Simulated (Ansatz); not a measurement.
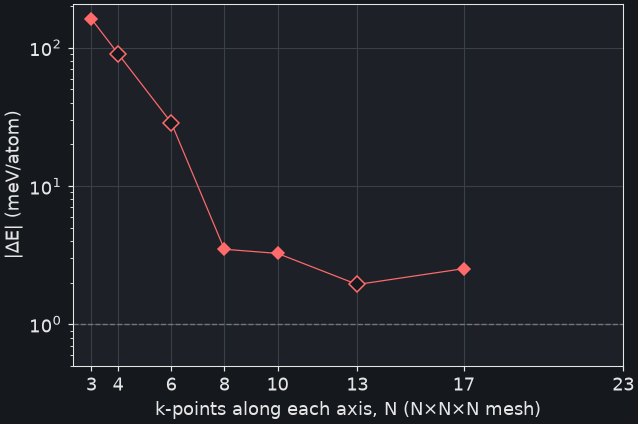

One cell, run at 8 values of the k-point mesh.
The run: Ni (Fm-3m, 1 atom in the cell), by DFT, LDA (PW92), plane waves (420 eV) with PAW, scalar-relativistic (Ansatz 0.2.0); Fermi–Dirac smearing of 0.05 eV, collinear spins.
ΔE is the free energy less its value at the densest setting, 23×23×23.
Dashed lines or grey bands mark the tolerance: 1 meV/atom.
On logarithmic panels, open markers lie below the reference value and filled ones above.

### From which setting is the free energy converged to 1 meV/atom?

The free energy at the last setting but one, 17×17×17, is still more than 1 meV/atom from the densest setting's value, so the scan doesn't show it converged. It is off by 160 meV/atom at 3×3×3, 3.5 meV/atom at 8×8×8 and 2.5 meV/atom at 17×17×17 (on both sides of it).
